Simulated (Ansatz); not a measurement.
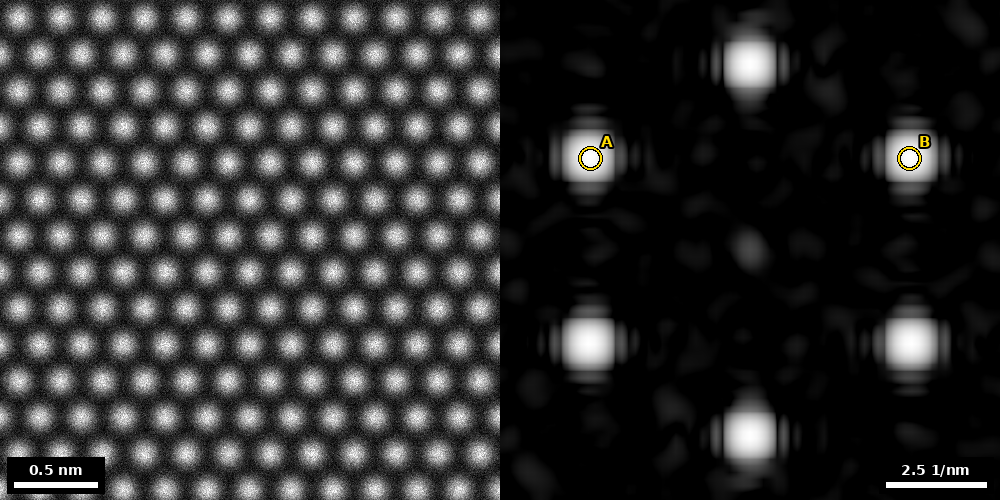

iDPC-like image of Ta (Fd-3m, No. 227) along [111]. Simulated as the projected potential of neutral atoms (B = 0.8 Å²) blurred by a 1.16 Å probe, the thin-sample limit of integrated differential phase contrast. Shot noise was added. Structure: the end point of a relaxation with DFT, RPBE, plane waves (420 eV) with PAW, scalar-relativistic in Ansatz; the starting structure was generated, so it need not be a known form of this composition.

The right panel is the modulus of the image's Fourier transform on a logarithmic scale.

a = 6.162 Å, b = 6.162 Å, c = 6.162 Å, α = 90.00°, β = 90.00°, γ = 90.00°

Index the marked spots and give their plane spacings (the zone axis points at the viewer; indices equivalent by symmetry, or all signs reversed, are as good).

Answer. A: (-2 0 2), d = 2.18 Å; B: (0 2 -2), d = 2.18 Å. A and B enclose 120°, and every spot obeys the zone law hu + kv + lw = 0 for [111].
